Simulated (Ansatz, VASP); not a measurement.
# Cross-check of BaHfO3 between VASP and Ansatz

Wanted: the spread between two codes on one cell, functional and k mesh.

Method: plane waves, with VASP 6.6.1 beside it; single point at PBE, in Ansatz 0.2.0.

### 1. The structure

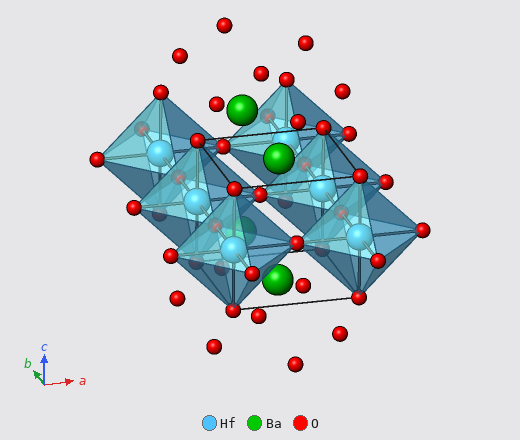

Start, viewed slightly off an axis; hafnium blue, barium green, oxygen red. 1×2×1 cells are drawn. Some periodic images of atoms are drawn too.

Structure file:

```xyz
5
Lattice="4.1696 0.0000 0.0000 0.0000 4.1696 0.0000 0.0000 0.0000 4.1704" Properties=species:S:1:pos:R:3 pbc="T T T"
Hf    0.0000    0.0000    2.0754
Ba    2.0848    2.0848    4.1603
O     0.0000    2.0848    2.0783
O     2.0848    0.0000    2.0783
O     0.0000    0.0000    4.1623
```

### 2. VASP: single point, PBE

A single point gives forces, pressure and levels at one fixed geometry, so differences don't come from the geometry; what else differs is listed under the comparison.

Lines of VASP's logs that name or quote its potential files are left out, and so is its time.

Input file INCAR:

```
SYSTEM = BaHfO3
PREC = Accurate
ENCUT = 520
EDIFF = 1E-07
NELM = 100
ISMEAR = 0
SIGMA = 0.01
LREAL = .FALSE.
ALGO = Normal
GGA = PE
NBANDS = 25
LORBIT = 11
LWAVE = .FALSE.
LCHARG = .FALSE.
KPAR = 2
```

Input file POSCAR:

```
BaHfO3
1.0
    4.1695667999      0.0000000000      0.0000000000
    0.0000000000      4.1695667999      0.0000000000
    0.0000000000      0.0000000000      4.1703766343
Hf Ba O
1 1 3
Direct
    0.0000000000      0.0000000000      0.4976611311
    0.5000000000      0.5000000000      0.9975935837
    0.0000000000      0.5000000000      0.4983481492
    0.5000000000      0.0000000000      0.4983481492
    0.0000000000      0.0000000000      0.9980707769
```

Input file KPOINTS:

```
Automatic mesh
0
Gamma
6 6 6
0 0 0
```

The projector-augmented-wave data sets are Hf_pv, Ba_sv and O (PBE family, release 64).

On the command line:

```sh
$ mpirun -np 2 vasp_std
```

Numbers of over 12 decimals in the logs are rounded to 6 here.

What it wrote:

```text
[banner, memory and clock lines left out]
running    2 mpi-ranks, on    1 nodes
 distrk:  each k-point on    1 cores,    2 groups
 distr:  one band on    1 cores,    1 groups

 POSCAR found type information on POSCAR HfBaO
 POSCAR found :  3 types and       5 ions
 LDA part: xc-table for (Slater+PW92), standard interpolation
 POSCAR, INCAR and KPOINTS ok, starting setup
 FFT: planning ... GRIDC
 FFT: planning ... GRID_SOFT
 FFT: planning ... GRID
 WAVECAR not read
 entering main loop
       N       E                     dE             d eps       ncg     rms          rms(c)
DAV:   1     0.220927323006E+03    0.22093E+03   -0.20636E+04  2000   0.146E+03
DAV:   2    -0.386942430520E+02   -0.25962E+03   -0.25169E+03  2600   0.330E+02
DAV:   3    -0.502930943672E+02   -0.11599E+02   -0.11561E+02  2601   0.688E+01
DAV:   4    -0.505437717858E+02   -0.25068E+00   -0.25049E+00  2923   0.787E+00
DAV:   5    -0.505461750800E+02   -0.24033E-02   -0.24029E-02  2607   0.662E-01    0.593E+01
DAV:   6    -0.436955032841E+02    0.68507E+01   -0.36832E+01  2267   0.352E+01    0.523E+01
DAV:   7    -0.435704232729E+02    0.12508E+00   -0.20601E+00  2694   0.916E+00    0.333E+01
DAV:   8    -0.435541465604E+02    0.16277E-01   -0.32949E-01  2392   0.465E+00    0.617E+00
DAV:   9    -0.435375724700E+02    0.16574E-01   -0.76172E-02  2354   0.180E+00    0.194E+00
DAV:  10    -0.435375457895E+02    0.26681E-04   -0.83067E-03  2508   0.612E-01    0.800E-01
DAV:  11    -0.435373878878E+02    0.15790E-03   -0.71269E-04  2528   0.176E-01    0.172E-01
DAV:  12    -0.435374217218E+02   -0.33834E-04   -0.80963E-05  2687   0.598E-02    0.141E-01
DAV:  13    -0.435374260632E+02   -0.43413E-05   -0.10588E-05  2567   0.215E-02    0.556E-03
DAV:  14    -0.435374258653E+02    0.19788E-06   -0.66821E-07  2481   0.531E-03    0.352E-03
DAV:  15    -0.435374257510E+02    0.11427E-06   -0.33302E-07  2349   0.367E-03    0.326E-03
DAV:  16    -0.435374257486E+02    0.24556E-08   -0.17259E-08  1381   0.947E-04
   1 F= -.43537426E+02 E0= -.43537426E+02  d E =-.219924E-21
```

Parts of OUTCAR (step 2):

```text
ion  position               nearest neighbor table
   1  0.000  0.000  0.498-   5 2.08   4 2.08   3 2.08   3 2.08   4 2.08   5 2.09   2 3.61   2 3.61
                             2 3.61   2 3.61   2 3.61   2 3.61   2 3.61   2 3.61
   2  0.500  0.500  0.998-   3 2.95   4 2.95   4 2.95   3 2.95   5 2.95   5 2.95   5 2.95   5 2.95
                             3 2.95   4 2.95   4 2.95   3 2.95   1 3.61   1 3.61   1 3.61   1 3.61
   3  0.000  0.500  0.498-   1 2.08   1 2.08   2 2.95   2 2.95   2 2.95   2 2.95
   4  0.500  0.000  0.498-   1 2.08   1 2.08   2 2.95   2 2.95   2 2.95   2 2.95
   5  0.000  0.000  0.998-   1 2.08   1 2.09   2 2.95   2 2.95   2 2.95   2 2.95

  LATTYP: Found a simple tetragonal cell.
 ALAT       =     4.1695667999
 C/A-ratio  =     1.0001942251

 Subroutine GETGRP returns: Found  8 space group operations
 (whereof  8 operations were pure point group operations)

The static configuration has the point symmetry C_4v.

 Found     40 irreducible k-points:

   k-points           NKPTS =     40   k-points in BZ     NKDIM =     40   number of bands    NBANDS=     25

   dimension x,y,z NGX =    32 NGY =   32 NGZ =   32
   dimension x,y,z NGXF=    64 NGYF=   64 NGZF=   64

   ENCUT  =  520.0 eV  38.22 Ry    6.18 a.u.   7.75  7.75  7.75*2*pi/ulx,y,z

   NELECT =      38.0000    total number of electrons

 k-points in reciprocal lattice and weights: Automatic mesh
   0.00000000  0.00000000  0.00000000       0.005
   0.16666667  0.00000000  0.00000000       0.019
   0.33333333  0.00000000  0.00000000       0.019
   0.50000000  0.00000000  0.00000000       0.009
   0.16666667  0.16666667  0.00000000       0.019
   0.33333333  0.16666667  0.00000000       0.037
   0.50000000  0.16666667  0.00000000       0.019
   0.33333333  0.33333333  0.00000000       0.019
   0.50000000  0.33333333  0.00000000       0.019
[...]
0.50000000  0.33333333  0.50000000       0.019
   0.50000000  0.50000000  0.50000000       0.005

 average (electrostatic) potential at core
       1 -37.9430       2 -34.7961       3 -70.6653       4 -70.6653       5 -70.6647

 E-fermi :   2.5340

 k-point     1 :       0.0000    0.0000    0.0000
  band No.  band energies     occupation
    ...
     15       1.4888      2.00000
     16       1.4888      2.00000
     17       2.2569      2.00000
     18       2.2573      2.00000
     19       2.2573      2.00000
     20       6.0565      0.00000
     21       6.0565      0.00000
     22       6.0575      0.00000
     23       7.1680      0.00000
     24       7.1697      0.00000
    ...

 k-point     2 :       0.1667    0.0000    0.0000
  band No.  band energies     occupation
    ...
     15       1.2410      2.00000
     16       1.2852      2.00000
     17       1.6140      2.00000
     18       2.1507      2.00000
     19       2.1511      2.00000
     20       6.1745      0.00000
     21       6.6986      0.00000
     22       6.6995      0.00000
     23       7.6102      0.00000
     24       7.6265      0.00000
    ...

 k-point     3 :       0.3333    0.0000    0.0000
  band No.  band energies     occupation
    ...
     15       0.8758      2.00000
     16       0.8898      2.00000
     17       0.9326      2.00000
     18       2.0031      2.00000
     19       2.0034      2.00000
     20       6.4529      0.00000
     21       8.0280      0.00000
     22       8.0287      0.00000
     23       8.5049      0.00000
     24       8.6526      0.00000
    ...

  Total        1.7071294      1.7071294      1.6853138      0.0000000      0.0000000      0.0000000
  in kB       37.7241849     37.7241849     37.2421030      0.0000000      0.0000000      0.0000000
  external PRESSURE =      37.5634909 kB  Pullay stress =       0.0000000 kB

  energy-cutoff  :      520.00
  volume of cell :       72.50
      direct lattice vectors                 reciprocal lattice vectors
     4.169566800  0.000000000  0.000000000     0.239833069  0.000000000  0.000000000
     0.000000000  4.169566800  0.000000000     0.000000000  0.239833069  0.000000000
     0.000000000  0.000000000  4.170376634     0.000000000  0.000000000  0.239786496

 POSITION                                       TOTAL-FORCE (eV/Angst)
 -----------------------------------------------------------------------------------
      0.00000      0.00000      2.07543        -0.000000      0.000000      0.011577
      2.08478      2.08478      4.16034         0.000000     -0.000000      0.001994
      0.00000      2.08478      2.07830         0.000000      0.000000     -0.005084
      2.08478      0.00000      2.07830         0.000000      0.000000     -0.005084
      0.00000      0.00000      4.16233         0.000000      0.000000     -0.003401
 -----------------------------------------------------------------------------------
    total drift:                                0.000000      0.000000      0.000123

  FREE ENERGIE OF THE ION-ELECTRON SYSTEM (eV)
  ---------------------------------------------------
  free  energy   TOTEN  =       -43.5374257486 eV

  energy  without entropy=      -43.5374257486  energy(sigma->0) =      -43.53742575

 total charge
# of ion       s       p       d       tot
------------------------------------------
    1        0.337   6.719   1.513   8.570
    2        2.003   5.637   0.278   7.918
    3        1.558   3.500   0.000   5.058
    4        1.558   3.500   0.000   5.058
    5        1.558   3.500   0.000   5.058
--------------------------------------------------
tot          7.015  22.855   1.792  31.661

[... 3 further parts left out ...]
```

The run ends at a pressure of 3.76 GPa, with forces up to 0.012 eV/Å.

### 3. Ansatz: single point, PBE

Ansatz runs on its default PAW (the set named soft_2) files.

The same cell, functional, mesh and smearing now go to Ansatz, which takes its cutoff from its data sets.

Input file input.yaml:

```yaml
crystal:
  lattice:
    - [4.1695667999, 0.0, 0.0]
    - [0.0, 4.1695667999, 0.0]
    - [0.0, 0.0, 4.1703766343]
  atoms:
    - { symbol: Hf, position: [0.0, 0.0, 0.4976611311] }
    - { symbol: Ba, position: [0.5, 0.5, 0.9975935837] }
    - { symbol: O, position: [0.0, 0.5, 0.4983481492] }
    - { symbol: O, position: [0.5, 0.0, 0.4983481492] }
    - { symbol: O, position: [0.0, 0.0, 0.9980707769] }
hamiltonian:
  xc: pbe
  pseudopotentials: { kind: paw }
kpoints:
  mp_grid: { grid: [6, 6, 6] }
scf:
  occupations: { method: gaussian, width: 0.01 }
  n_extra_bands: 5
output:
  forces: true
  stress: true
  eigenvalues: true
  write_density: true
  write_potential: true
  elf: true
  volumetric_format: npy
```

On the command line:

```sh
$ ansatz run input.yaml --threads 2 --pin off --max-ram 4608MiB --backend cpu --events-out ev --progress --plain --runs-dir out
```

What it wrote:

```text
scf.n_extra_bands = 5 over 27 filled bands (N_el = 54.0): the run solves 32 bands
Engine: ansatz 0.2.0, aarch64-unknown-linux-gnu
Pseudopotentials: kind: paw
Pseudopotential: Hf, paw, valence charge 26, recommended cutoff 420 eV (normal), Hf.paw.azcp
Pseudopotential: Ba, paw, valence charge 10, recommended cutoff 420 eV (normal), Ba.paw.azcp
Pseudopotential: O, paw, valence charge 6, recommended cutoff 420 eV (normal), O.paw.azcp
Functional definition: PBE
  parameter kappa = 0.804
  parameter beta = 0.066725
  exchange = pbe_x(kappa = kappa, mu = beta*pi^2/3)
  correlation = pbe_c(beta = beta)
Crystal: 5 atoms, lattice volume = 72.503 Å³
Basis set: ecut = 420 eV, 1365 PW (Γ), exchange–correlation on 60×60×60 points (8 copies of the dense FFT grid, shifted against one another)
Bands: 32, of which v1, the nominal top of the filled ones, is band 27 counted from 1 (26 counted from 0)
Symmetry: 8 space group operations
Space group: P4mm (ITA 99), of the structure as read, at distance tolerance 4.2e-5 Å
k-points: 40 of 216 (time reversal used)
Non-local potential: Hf, projectors of the file, l = 0: 3, l = 1: 2, l = 2: 2, l = 3: 3
Non-local potential: Ba, projectors of the file, l = 0: 3, l = 1: 2, l = 2: 2, l = 3: 2
Non-local potential: O, projectors of the file, l = 0: 2, l = 1: 2, l = 2: 1
PAW form: soft (Blöchl's): semilocal exchange-correlation on the pseudo side does not see the compensation charge
PAW one-centre angular grid: Hf, 590 points (default); XC on 64 Gauss nodes
PAW one-centre angular grid: Ba, 194 points (default); XC on 64 Gauss nodes
PAW one-centre angular grid: O, 110 points (default); XC on 64 Gauss nodes
Initial density: superposition of atomic densities (neutral atoms: chi_scale 0, normalization atom), corrected by the library's trained network
Initial wavefunctions: pseudopotential atomic-orbital guess
Functional: x = pbe(κ = 0.804, μ = 0.219515), c = pbe(β = 0.066725)
SCF iter   1: F=—  HF=-23382.403672 eV  |F-HF|=—  |Δ(HF+E_count)|=         —  Δρ=9.37e-4  dr2=1.71e-4  ethr=1.77e-3  ⟨swp⟩=8.1  Hψ=5749  notcnv=0
preconditioner: auto → Resta (q_TF=auto, 2.598 Å⁻¹)  ε∞=4.5  [insulator: Δε(μ)=3.664 eV  Ē_g=16.806 eV  σ=0.010 eV  W_gap=1.00  n_scr=18 (ndim 8)  ℏωp=31.4 eV  f_vac=0.007  D(μ)=0.00/eV (n_scr^D=0)  ε∞_Penn≈4.5]
SCF iter   2: F=—  HF=-23382.404336 eV  |F-HF|=—  |Δ(HF+E_count)|=   6.63e-4  Δρ=5.46e-4  dr2=1.21e-4  ethr=3.17e-7  ⟨swp⟩=3.0  Hψ=3627  notcnv=0  defer=36
SCF iter   3: F=—  HF=-23382.404480 eV  |F-HF|=—  |Δ(HF+E_count)|=   1.44e-4  Δρ=3.25e-4  dr2=4.07e-5  ethr=2.24e-7  ⟨swp⟩=2.0  Hψ=2158  notcnv=0  defer=38
SCF iter   4: F=—  HF=-23382.404486 eV  |F-HF|=—  |Δ(HF+E_count)|=   5.91e-6  Δρ=8.32e-5  dr2=1.64e-6  ethr=7.54e-8  ⟨swp⟩=2.0  Hψ=2191  notcnv=0  defer=38
SCF iter   5: F=—  HF=-23382.404490 eV  |F-HF|=—  |Δ(HF+E_count)|=   4.47e-6  Δρ=3.13e-5  dr2=5.70e-7  ethr=3.04e-9  ⟨swp⟩=2.4  Hψ=2299  notcnv=0  defer=38
SCF iter   6: F=-23382.404490 eV  HF=-23382.404490 eV  |F-HF|=3.30e-9  |Δ(HF+E_count)|=   1.45e-7  Δρ=7.70e-6  dr2=3.44e-8  ethr=1.85e-10  ⟨swp⟩=11.8  Hψ=10514  notcnv=0
SCF 1 converged in 6 iterations: F = -23382.404490 eV  dr2 = 3.44e-8
  greatest PAW one-centre occupation: 0.999 electrons in one spin orbital (limit 2), on the Hf atom at site 0 (counted from 0), in its partial waves of l = 0
SCF converged after 6 iterations
Free energy (F): -23382.404490 eV
Harris-Foulkes:  -23382.404490 eV  (|F-HF|=3.30e-9)
Internal energy: -23382.404490 eV  (E = F + TS)
E sigma→0 (E₀):  -23382.404490 eV
Fermi energy:    13.454406 eV
--- Per-component energies (eV) ---
  E_band       = -39.746772
  E_kinetic    = 1119.200025
  E_local      = -7999.403332  (includes V_loc(G=0)·N_el)
  E_nonlocal   = -1041.640997
  E_hartree    = 3645.279438
  E_xc         = -692.698865
  E_vxc        = -688.513565  (∫ρ·V_xc dr)
  E_paw        = -12628.023318  (= ΣΔE_a)
  E_vpaw       = 1280.037641  (= ΣTr[D̂ρ^β])
  E_aug_tail   = 0.007458  (compensation charges beyond the density's cutoff)
  E_ewald      = -5785.124899
  E_smearing   = -0.000000  (= −TS)
  E_closure    = -0.000000  (closes the sum)
  Σ components = -23382.404490   (vs F -23382.404490, Δ=0.00e0)
--- Forces (eV/Å), atoms counted from 1 ---
  atom   1  Hf    -0.00000000     0.00000000     0.01104634
  atom   2  Ba     0.00000000     0.00000000     0.00063611
  atom   3  O      0.00000000     0.00000000    -0.00378881
  atom   4  O      0.00000000     0.00000000    -0.00378881
  atom   5  O      0.00000000     0.00000000    -0.00411387
  max |Σ_I F_I| component: 9.02e-6 eV/Å
--- Stress (GPa, compression-positive) ---
        4.292662       0.000000      -0.000000
        0.000000       4.292662       0.000000
       -0.000000       0.000000       4.243747
  P = ⅓ Tr σ = 4.2764 GPa (42.764 kbar)
--- Band table (eV; the first three rows and the last of 40) ---
  k-point 0: bands = [... 23 lower, 10.6589, 11.5168, 11.5172, 11.5172, 15.2920, 15.2920, 15.2929, 16.4145, ... 1 higher]
  k-point 1: bands = [... 23 lower, 10.4733, 10.8588, 11.4102, 11.4102, 15.3934, 15.9243, 15.9243, 16.8372, ... 1 higher]
  k-point 2: bands = [... 23 lower, 10.1152, 10.1510, 11.2636, 11.2636, 15.6248, 17.2328, 17.2328, 17.7212, ... 1 higher]
  k-point 39: bands = [... 23 lower, 9.1567, 11.6165, 11.6165, 11.6169, 17.7632, 17.7632, 17.7642, 19.4982, ... 1 higher]
```

Run time: 5.5 s. Hardware: 2 threads of Arm Neoverse V2, shared host; peak memory 0.38 GiB; 11 s of CPU time.

The run ends at a pressure of 4.28 GPa, with forces up to 0.011 eV/Å.

### 4. Side by side

Known differences besides the PAW data sets themselves: the data sets hold 54 valence electrons in Ansatz (default PAW (the set named soft_2) files) and 38 in VASP; the cutoff is 420 eV in Ansatz and 520 eV in VASP; VASP leaves aspherical gradient terms in its spheres out (LASPH is not set), Ansatz keeps them. Total energies have different zeros and are not compared.

Compared:

```csv
quantity,Ansatz,VASP,difference
pressure (GPa),4.28,3.76,+0.52
gap on the k mesh (eV),3.675,3.586,+0.089
```

Ansatz's pressure holds a Pulay correction of 0.53 GPa; VASP's holds none.

### 5. Further runs

The difference is large enough to ask for its cause, so further runs change the set-up of one program at a time, as the table lists.

```csv
run,difference in gap on the k mesh (eV)
as above,0.089
Ansatz's larger PAW set (cutoff 900 eV),0.085
norm-conserving potentials (cutoff 1240 eV),0.087
```

### 6. What came out

- difference in gap on the k mesh (single point, PBE): 0.089 eV
- difference in pressure (single point, PBE): 0.52 GPa

The difference in gap on the k mesh is 0.089 eV (single point, PBE), beyond the 0.08 eV picked in this series as the mark of a large difference. For single point, PBE: no further run halves the difference in gap on the k mesh; only Ansatz's side was varied, and Ansatz's runs with other potentials lie closer to each other than to VASP, which for this quantity points to VASP's side; this was not tested here. 1 further run on this material is not shown. Differences of this kind measure data sets and numerical settings, not the functional's error against experiment.

[Lines on the potential files, build, host, timing and source positions are cut from VASP's logs without a mark.]

[Logs are printed without paths, hosts, clocks, repeated set-up lines and the standing remarks that a program may print on its own settings, such as how far it seeks lower states.]

[Hosts, paths, dates, database ids (printed as entryN), source tags and the programs' standing remarks are cut or masked in the printed files.]
